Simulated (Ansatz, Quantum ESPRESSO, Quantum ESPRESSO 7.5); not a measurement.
# Band line-up of the ZnS/Si(110) superlattice, 5 + 5 layers, a = 5.351 Å

Aim: valence and conduction offsets of the ZnS/Si(110) superlattice, 5 + 5 layers, a = 5.351 Å from the line-up of mean potentials.

Program: Quantum ESPRESSO 7.5. Level of theory: plane-wave DFT, LDA, GBRV ultrasoft pseudopotentials (cross-check by Ansatz 0.2.0 with PAW datasets). Results are calculated unless marked as measured.

The experiments to compare with:

For ZnS/Si (heterojunction), “InterMat: Accelerating Band Offset Prediction in Semiconductor Interfaces with DFT and Deep Learning” (2024, arxiv:2401.02021) quotes earlier work: valence-band offset (size of the offset at ZnS/Si) 1.52 eV.

Report form: the programs' logs are mostly left out.

## (1) The starting structure

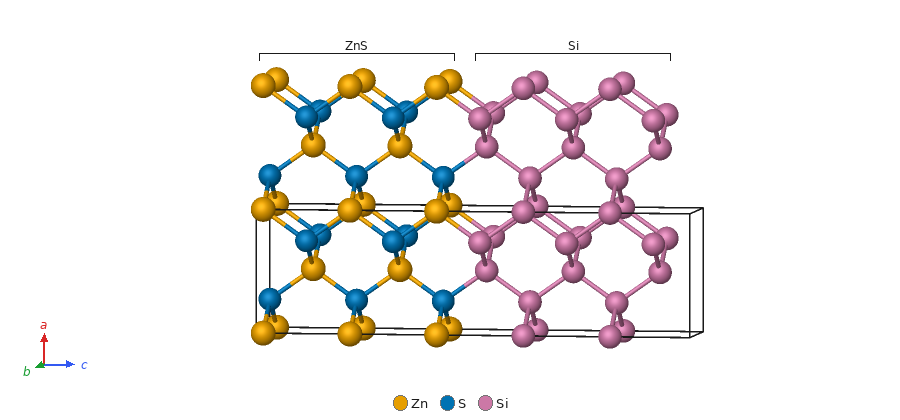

The cell as given, from the side, with the c axis across the page (zinc orange, sulfur blue, silicon pink). 2×1×1 cells are drawn. Some periodic images of atoms are drawn too.

The cell holds 20 atoms: 5 Zn, 5 S and 10 Si. Cell: a = 5.351 Å, b = 3.784 Å, c = 18.919 Å, α = 90.0°, β = 90.0°, γ = 90.0°. Regions: ZnS, 10 atoms (5 Zn and 5 S); Si, 10 atoms (10 Si). The structure's axis is c.

## (2) The superlattice in Ansatz, atoms held

The atoms stay on the ideal cubic sites, so that each half of the superlattice is the very crystal whose bulk edges are computed below.

input.yaml

```yaml
crystal:
  lattice:
    - [5.351, 0.0, 0.0]
    - [0.0, 3.7837283861, 0.0]
    - [0.0, 0.0, 18.9186419306]
  atoms:
    - { symbol: Zn, position: [0.0, 0.0, 0.0] }
    - { symbol: S, position: [0.25, 0.5, 0.0] }
    - { symbol: Zn, position: [0.5, 0.5, 0.1] }
    - { symbol: S, position: [0.75, 0.0, 0.1] }
    - { symbol: Zn, position: [0.0, 0.0, 0.2] }
    - { symbol: S, position: [0.25, 0.5, 0.2] }
    - { symbol: Zn, position: [0.5, 0.5, 0.3] }
    - { symbol: S, position: [0.75, 0.0, 0.3] }
    - { symbol: Zn, position: [0.0, 0.0, 0.4] }
    - { symbol: S, position: [0.25, 0.5, 0.4] }
    - { symbol: Si, position: [0.5, 0.5, 0.5] }
    - { symbol: Si, position: [0.75, 0.0, 0.5] }
    - { symbol: Si, position: [0.0, 0.0, 0.6] }
    - { symbol: Si, position: [0.25, 0.5, 0.6] }
    - { symbol: Si, position: [0.5, 0.5, 0.7] }
    - { symbol: Si, position: [0.75, 0.0, 0.7] }
    - { symbol: Si, position: [0.0, 0.0, 0.8] }
    - { symbol: Si, position: [0.25, 0.5, 0.8] }
    - { symbol: Si, position: [0.5, 0.5, 0.9] }
    - { symbol: Si, position: [0.75, 0.0, 0.9] }
kpoints:
  mp_grid: { grid: [6, 8, 1] }
hamiltonian:
  xc: lda
scf:
  occupations: { method: fermi_dirac, width: 0.02 }
  convergence: { dr2_threshold: 1.0e-08 }
output:
  eigenvalues: true
  write_potential: true
  write_density: true
  volumetric_format: npy
checkpoint:
  write: relax.run
  compress: false
  write_wavefunctions: false
```

Launch:

```sh
$ ansatz run input.yaml --threads 4 --pin off --max-ram 8192MiB --backend cpu --events-out ev --progress --plain --runs-dir out
```

The job ended after 32 s (4 threads of Intel Xeon at 2.50GHz (Skylake/Cascade Lake), shared host; peak memory 1.2 GiB; 2 min of CPU time).

This step gave:

```
free energy         : -26672.1984 eV
Fermi energy        : 7.148 eV
gap by band count   : 0.7555 eV
symmetry operations : 4
```

## (3) Self-consistent run of bulk ZnS

Each bulk is run alone at the common lattice constant, to place its band edges against its own mean potential.

Level of this step: plane-wave DFT, LDA, GBRV ultrasoft pseudopotentials (Quantum ESPRESSO 7.5).

System of this step: ZnS, zinc blende at a = 5.351 Å. It takes space group F-43m (No. 216, cubic). Conventional cell: a = 5.351 Å, b = 5.351 Å, c = 5.351 Å, α = 90.00°, β = 90.00°, γ = 90.00°. Nearest to Zn lie 4 S at 2.32 Å. Nearest to S lie 4 Zn at 2.32 Å. Farther neighbours and most contacts between anions are not listed.

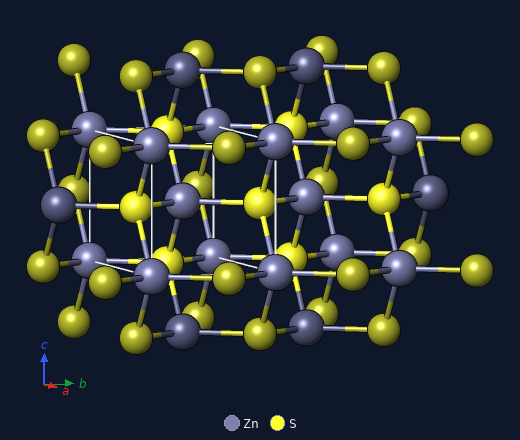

The cell of this step (zinc blue, sulfur yellow). 1×2×1 cells are drawn. Some periodic images of atoms are drawn too.

a.in

```
&control
  prefix = 'a'
  outdir = './out'
  pseudo_dir = './pseudo'
  calculation = 'scf'
  tprnfor = .true.
/
&system
  ibrav = 0
  nat = 4
  ntyp = 2
  ecutwfc = 40
  ecutrho = 200
  occupations = 'smearing'
  smearing = 'fd'
  degauss = 0.002
/
&electrons
  conv_thr = 1e-07
  mixing_beta = 0.5
  electron_maxstep = 120
/
ATOMIC_SPECIES
  Zn  65.3800  zn_lda_v1.uspp.F.UPF
  S   32.0600  s_lda_v1.4.uspp.F.UPF
CELL_PARAMETERS angstrom
  5.35100000000000 0.00000000000000 0.00000000000000
  0.00000000000000 3.78372838612922 0.00000000000000
  0.00000000000000 0.00000000000000 3.78372838612922
ATOMIC_POSITIONS crystal
  Zn  0.000000000000 0.000000000000 0.000000000000
  S   0.250000000000 0.500000000000 0.000000000000
  Zn  0.500000000000 0.500000000000 0.500000000000
  S   0.750000000000 0.000000000000 0.500000000000
K_POINTS automatic
  6 8 8 0 0 0
```

Launch:

```sh
$ OMP_NUM_THREADS=1 mpirun -n 4 pw.x -nk 4 -in a.in > a.out
```

Wall time 40 s (4 MPI ranks); peak memory 0.39 GiB; 2.6 min of CPU time.

Numbers from this step:

| Quantity | Value |
| --- | --- |
| free energy | -13209.7747 eV |
| Fermi energy | 7.462 eV |

The run needed 8 iterations to bring the estimated error under 1e-07 Ry.

## (4) Bands along a path of bulk ZnS

A bands run reads the converged density and follows the path given under K_POINTS.

a.bands.in is the input of step 3 with these lines changed:

```diff
@@ -1,7 +1,6 @@
 &control
-  prefix = 'a'
+  prefix = 'a.bands'
   outdir = './out'
   pseudo_dir = './pseudo'
-  calculation = 'scf'
-  tprnfor = .true.
+  calculation = 'bands'
 /
@@ -16,2 +15,3 @@
   degauss = 0.002
+  nbnd = 34
 /
@@ -34,3 +34,9 @@
   S   0.750000000000 0.000000000000 0.500000000000
-K_POINTS automatic
-  6 8 8 0 0 0
+K_POINTS crystal_b
+6
+  0.0000000000 0.0000000000 0.0000000000 20
+  1.0000000000 0.0000000000 0.0000000000 1
+  0.0000000000 0.0000000000 0.0000000000 20
+  0.5000000000 0.0000000000 0.5000000000 1
+  0.0000000000 0.0000000000 0.0000000000 20
+  0.0000000000 0.5000000000 0.5000000000 1
```

Launch:

```sh
$ cp -r out/a.save out/a.bands.save
$ cp out/a.xml out/a.bands.xml
$ OMP_NUM_THREADS=1 mpirun -n 4 pw.x -nk 4 -in a.bands.in > a.bands.out
```

The job ended after 44 s (4 MPI ranks; peak memory 0.31 GiB; 2.9 min of CPU time).

Read from the output:

```
valence top, on the run's zero       : 6.894 eV
conduction bottom, on the run's zero : 8.874 eV
gap by band count                    : 1.980 eV
```

Band numbers count within the set of bands kept for display; the cell holds two formula units, so the X point along 001 folds onto the zone centre. The electronic bands at the labelled points (eV, zero at the Fermi level, which the smearing puts inside the gap; v1 is the highest filled band, c1 the lowest empty one):

| point | v4 | v3 | v2 | v1 | c1 | c2 | c3 | c4 |
| --- | --- | --- | --- | --- | --- | --- | --- | --- |
| L | -1.49 | -1.49 | -1.49 | -1.49 | 2.57 | 2.57 | 6.17 | 6.17 |
| Γ | -2.93 | -0.57 | -0.57 | -0.57 | 1.41 | 2.55 | 3.31 | 5.62 |
| X | -2.93 | -2.93 | -2.93 | -2.93 | 2.55 | 2.55 | 3.31 | 3.31 |

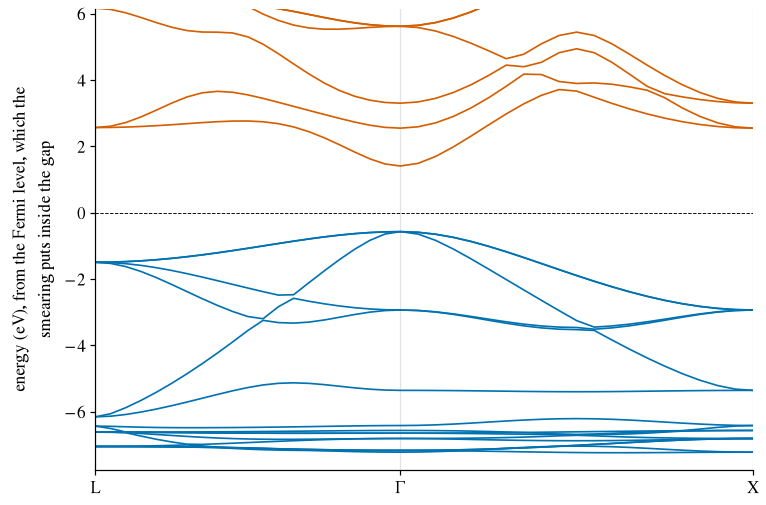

Electronic bands along the path; lines of filled and empty bands in two colours.

## (5) Electrostatic potential of bulk ZnS

plot_num = 11 writes the bare and Hartree potential, whose mean serves as the common reference.

a.pot.in

```
&inputpp
  prefix = 'a'
  outdir = './out'
  filplot = 'a.pot.dat'
  plot_num = 11
/
```

Launch:

```sh
$ OMP_NUM_THREADS=1 mpirun -n 4 pp.x -in a.pot.in > a.pot.out
```

It took 2.3 s on 4 MPI ranks; peak memory 0.25 GiB.

Electrostatic potential energy of an electron; zero at the Fermi level, which the smearing puts inside the gap. Table of potential energy, planar mean by z:

| z (Å) | potential energy, planar mean (eV) |
| --- | --- |
| 0.0 | -8.90 |
| 0.5 | -3.27 |
| 1.0 | 0.779 |
| 1.5 | -5.09 |
| 2.0 | -8.56 |
| 2.5 | -1.57 |
| 3.0 | 0.288 |
| 3.5 | -6.74 |

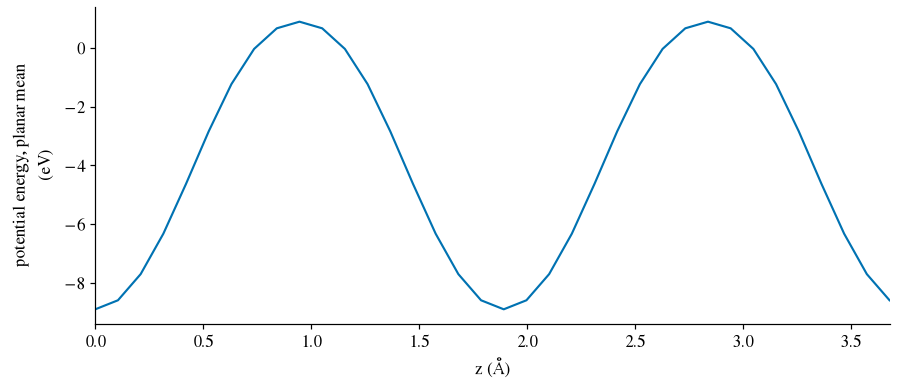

Potential energy, planar mean against z.

## (6) Macroscopic average of bulk ZnS

A running mean over one period damps the atomic wiggles and leaves the mean of this pseudopotential's potential.

a.avg.in

```
1
a.pot.dat
1.0
40
3
7.1502103798
```

Launch:

```sh
$ OMP_NUM_THREADS=1 average.x < a.avg.in > a.avg.out
```

It took 1.1 s on 1 MPI rank; peak memory 0.09 GiB.

Read from the output:

| Property | Result |
| --- | --- |
| average.x's running mean over the crystal, on the run's own zero | 3.611 eV |
| mean potential by an exact Fourier window over the crystal, on the run's own zero | 3.611 eV |

Electrostatic potential energy of an electron; zero at the Fermi level, which the smearing puts inside the gap; window 3.7837 Å. The potential energy, running mean stays at -3.85 eV for z from 0 to 3.69 Å.

## (7) SCF with pw.x of bulk Si

System of this step: Si, diamond at a = 5.351 Å. The structure is cubic, space group Fd-3m (No. 227). The conventional cell has a = 5.351 Å, b = 5.351 Å, c = 5.351 Å, α = 90.00°, β = 90.00°, γ = 90.00°. Nearest to Si lie 4 Si at 2.32 Å.

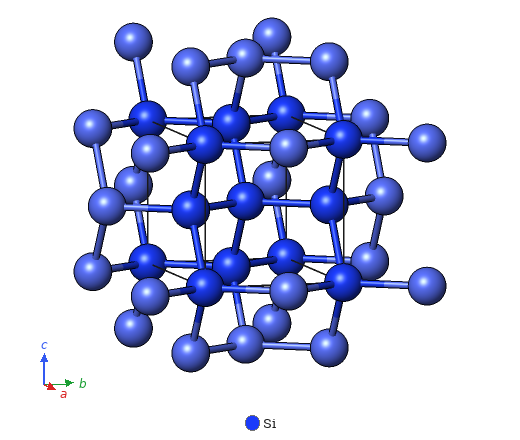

The cell of this step (silicon blue). Some periodic images of atoms are drawn too.

b.in

```
&control
  prefix = 'b'
  outdir = './out'
  pseudo_dir = './pseudo'
  calculation = 'scf'
  tprnfor = .true.
/
&system
  ibrav = 0
  nat = 4
  ntyp = 1
  ecutwfc = 40
  ecutrho = 200
  occupations = 'smearing'
  smearing = 'fd'
  degauss = 0.002
/
&electrons
  conv_thr = 1e-07
  mixing_beta = 0.5
  electron_maxstep = 120
/
ATOMIC_SPECIES
  Si  28.0850  si_lda_v1.uspp.F.UPF
CELL_PARAMETERS angstrom
  5.35100000000000 0.00000000000000 0.00000000000000
  0.00000000000000 3.78372838612922 0.00000000000000
  0.00000000000000 0.00000000000000 3.78372838612922
ATOMIC_POSITIONS crystal
  Si  0.000000000000 0.000000000000 0.000000000000
  Si  0.250000000000 0.500000000000 0.000000000000
  Si  0.500000000000 0.500000000000 0.500000000000
  Si  0.750000000000 0.000000000000 0.500000000000
K_POINTS automatic
  6 8 8 0 0 0
```

Launch:

```sh
$ OMP_NUM_THREADS=1 mpirun -n 4 pw.x -nk 4 -in b.in > b.out
```

It took 18 s on 4 MPI ranks; peak memory 0.34 GiB.

Read from the output:

| Item | Value |
| --- | --- |
| free energy | -524.0871 eV |
| Fermi energy | 6.680 eV |

## (8) Bands along a path of bulk Si

b.bands.in is the input of step 7 with these lines changed:

```diff
@@ -1,7 +1,6 @@
 &control
-  prefix = 'b'
+  prefix = 'b.bands'
   outdir = './out'
   pseudo_dir = './pseudo'
-  calculation = 'scf'
-  tprnfor = .true.
+  calculation = 'bands'
 /
@@ -16,2 +15,3 @@
   degauss = 0.002
+  nbnd = 16
 /
@@ -33,3 +33,9 @@
   Si  0.750000000000 0.000000000000 0.500000000000
-K_POINTS automatic
-  6 8 8 0 0 0
+K_POINTS crystal_b
+6
+  0.0000000000 0.0000000000 0.0000000000 20
+  1.0000000000 0.0000000000 0.0000000000 1
+  0.0000000000 0.0000000000 0.0000000000 20
+  0.5000000000 0.0000000000 0.5000000000 1
+  0.0000000000 0.0000000000 0.0000000000 20
+  0.0000000000 0.5000000000 0.5000000000 1
```

Launch:

```sh
$ cp -r out/b.save out/b.bands.save
$ cp out/b.xml out/b.bands.xml
$ OMP_NUM_THREADS=1 mpirun -n 4 pw.x -nk 4 -in b.bands.in > b.bands.out
```

It took 20 s on 4 MPI ranks; peak memory 0.25 GiB; 76 s of CPU time.

This step gave:

- valence top, on the run's zero: 6.478 eV
- conduction bottom, on the run's zero: 6.874 eV
- gap by band count: 0.3955 eV

Band numbers count within the set of bands kept for display; the cell holds two formula units, so the X point along 001 folds onto the zone centre. Electronic bands along the path, in eV, zero at the Fermi level, which the smearing puts inside the gap; v1 is the highest filled band, c1 the lowest empty one:

| point | v4 | v3 | v2 | v1 | c1 | c2 | c3 | c4 |
| --- | --- | --- | --- | --- | --- | --- | --- | --- |
| L | -1.44 | -1.44 | -1.44 | -1.44 | 1.38 | 1.38 | 3.08 | 3.08 |
| Γ | -3.17 | -0.20 | -0.20 | -0.20 | 0.32 | 0.32 | 2.34 | 2.34 |
| X | -3.17 | -3.17 | -3.17 | -3.17 | 0.32 | 0.32 | 0.32 | 0.32 |

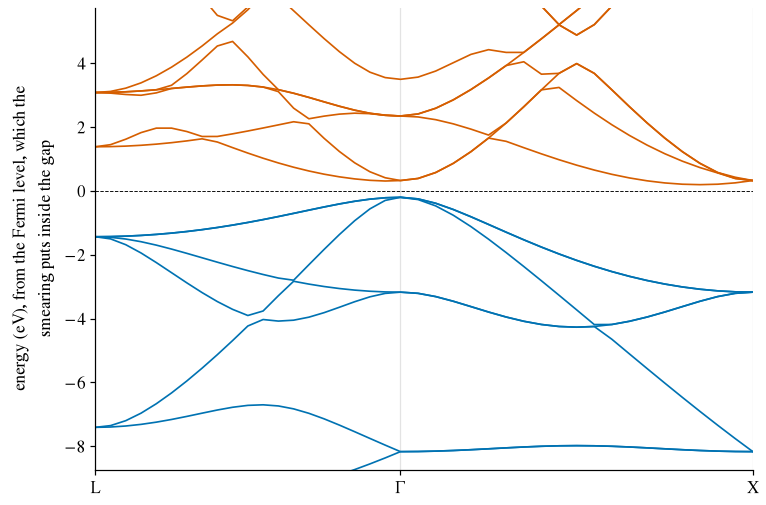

Electronic bands along the path; lines of filled and empty bands in two colours.

## (9) Electrostatic potential of bulk Si

b.pot.in

```
&inputpp
  prefix = 'b'
  outdir = './out'
  filplot = 'b.pot.dat'
  plot_num = 11
/
```

Launch:

```sh
$ OMP_NUM_THREADS=1 mpirun -n 4 pp.x -in b.pot.in > b.pot.out
```

Elapsed: 1.8 s, on 4 MPI ranks; peak memory 0.09 GiB.

## (10) Planar and running averages of bulk Si

b.avg.in

```
1
b.pot.dat
1.0
40
3
7.1502103798
```

Launch:

```sh
$ OMP_NUM_THREADS=1 average.x < b.avg.in > b.avg.out
```

It took 0.99 s on 1 MPI rank; peak memory 0.1 GiB.

Read from the output:

```
average.x's running mean over the crystal, on the run's own zero                  : 1.310 eV
mean potential by an exact Fourier window over the crystal, on the run's own zero : 1.310 eV
```

## (11) SCF with pw.x of the superlattice

The superlattice gives the step of the mean potential between the two crystals; (110) layers are neutral, so no field builds up.

System of this step: ZnS/Si(110) superlattice, 5 + 5 layers, a = 5.351 Å. The cell holds 20 atoms: 5 Zn, 5 S and 10 Si. Its edges and angles: a = 5.351 Å, b = 3.784 Å, c = 18.919 Å, α = 90.0°, β = 90.0°, γ = 90.0°. Regions: ZnS, 10 atoms (5 Zn and 5 S); Si, 10 atoms (10 Si). The structure's axis is c.

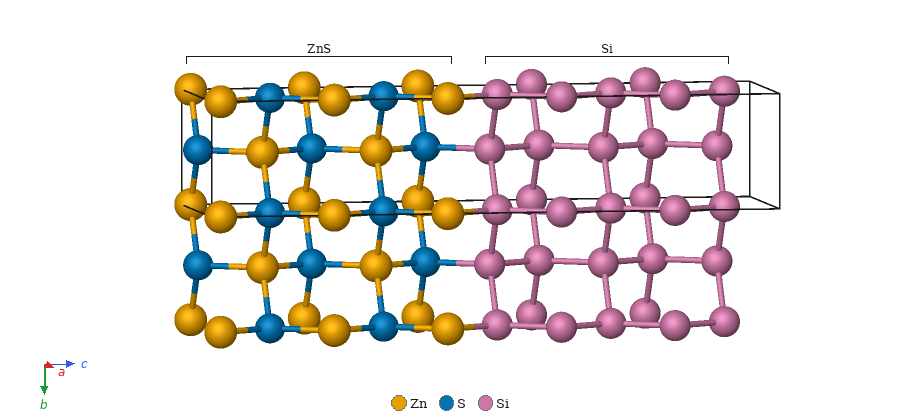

The cell of this step (zinc orange, sulfur blue, silicon pink). 1×2×1 cells are drawn. Some periodic images of atoms are drawn too.

ab.in

```
&control
  prefix = 'ab'
  outdir = './out'
  pseudo_dir = './pseudo'
  calculation = 'scf'
  tprnfor = .true.
/
&system
  ibrav = 0
  nat = 20
  ntyp = 3
  ecutwfc = 40
  ecutrho = 200
  occupations = 'smearing'
  smearing = 'fd'
  degauss = 0.002
/
&electrons
  conv_thr = 1e-07
  mixing_beta = 0.5
  electron_maxstep = 120
/
ATOMIC_SPECIES
  Zn  65.3800  zn_lda_v1.uspp.F.UPF
  S   32.0600  s_lda_v1.4.uspp.F.UPF
  Si  28.0850  si_lda_v1.uspp.F.UPF
CELL_PARAMETERS angstrom
  5.35100000000000 0.00000000000000 0.00000000000000
  0.00000000000000 3.78372838610000 0.00000000000000
  0.00000000000000 0.00000000000000 18.91864193060000
ATOMIC_POSITIONS crystal
  Zn  0.000000000000 0.000000000000 0.000000000000
  S   0.250000000000 0.500000000000 0.000000000000
  Zn  0.500000000000 0.500000000000 0.100000000000
  S   0.750000000000 0.000000000000 0.100000000000
  Zn  0.000000000000 0.000000000000 0.200000000000
  S   0.250000000000 0.500000000000 0.200000000000
  Zn  0.500000000000 0.500000000000 0.300000000000
  S   0.750000000000 0.000000000000 0.300000000000
  Zn  0.000000000000 0.000000000000 0.400000000000
  S   0.250000000000 0.500000000000 0.400000000000
  Si  0.500000000000 0.500000000000 0.500000000000
  Si  0.750000000000 0.000000000000 0.500000000000
  Si  0.000000000000 0.000000000000 0.600000000000
  Si  0.250000000000 0.500000000000 0.600000000000
  Si  0.500000000000 0.500000000000 0.700000000000
  Si  0.750000000000 0.000000000000 0.700000000000
  Si  0.000000000000 0.000000000000 0.800000000000
  Si  0.250000000000 0.500000000000 0.800000000000
  Si  0.500000000000 0.500000000000 0.900000000000
  Si  0.750000000000 0.000000000000 0.900000000000
K_POINTS automatic
  6 8 1 0 0 0
```

Launch:

```sh
$ OMP_NUM_THREADS=1 mpirun -n 4 pw.x -nk 2 -in ab.in > ab.out
```

The job ended after 9.6 min (4 MPI ranks; peak memory 1.2 GiB; 38 min of CPU time).

Numbers from this step:

- free energy: -34333.2735 eV
- Fermi energy: 7.625 eV

The program's own clock; routines nest. Time by routine:

| routine | wall time (s) | calls |
| --- | --- | --- |
| PWSCF | 572.6 | 1 |
| electrons | 548.9 | 1 |
| c_bands | 467.4 | 13 |
| cegterg | 425.2 | 130 |
| h_psi | 274.1 | 821 |
| fftw | 189 | 84950 |
| vloc_psi | 186.3 | 821 |
| sum_band | 70.67 | 13 |
| calbec | 64.9 | 991 |
| h_psi:calbec | 45.14 | 821 |
| add_vuspsi | 39.31 | 821 |
| s_psi | 38.54 | 821 |
| cdiaghg | 17.29 | 801 |
| init_run | 16.14 | 1 |

The run needed 12 iterations to bring the estimated error under 1e-07 Ry; the largest force on any atom, held or free, is 0.83 eV/Å.

## (12) Potential by pp.x of the superlattice

ab.pot.in

```
&inputpp
  prefix = 'ab'
  outdir = './out'
  filplot = 'ab.pot.dat'
  plot_num = 11
/
```

Launch:

```sh
$ OMP_NUM_THREADS=1 mpirun -n 4 pp.x -in ab.pot.in > ab.pot.out
```

It took 3.5 s on 4 MPI ranks; peak memory 0.2 GiB; 11 s of CPU time.

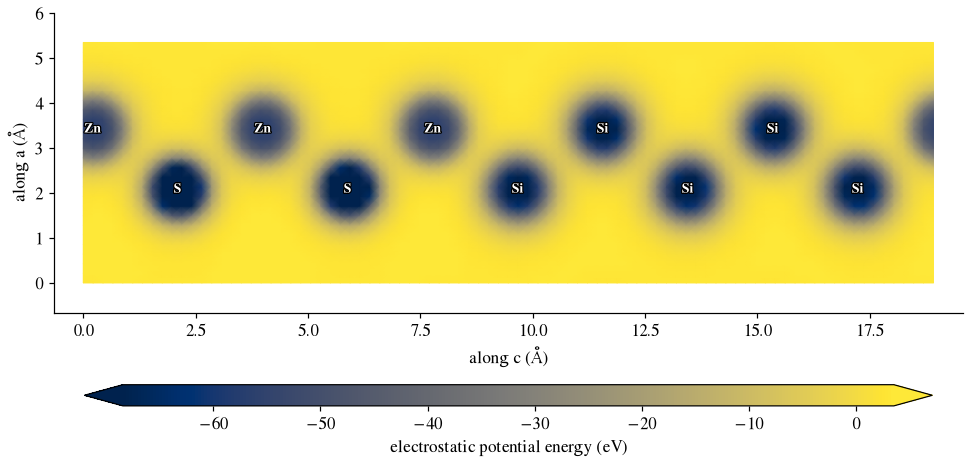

Electrostatic potential energy in the ca plane at fractional y = 0.000, with atoms of Zn and S and Si within 0.2 Å of it. With pseudopotentials it is smooth inside the atoms' cores, unlike the true potential. The map starts off the cell's origin, so that atoms lie inside it.

[end of part 1 of 2]

[Logs are printed without paths, hosts, clocks, repeated set-up lines and the standing remarks that a program may print on its own settings, such as how far it seeks lower states.]

[Hosts, paths, dates, database ids (printed as entryN), source tags and the programs' standing remarks are cut or masked in the printed files.]

[Maps of the electrostatic potential energy from Ansatz leave out the sawtooth potential of an applied field or a dipole correction, so their vacuum need not be flat; planar profiles and work functions include it.]
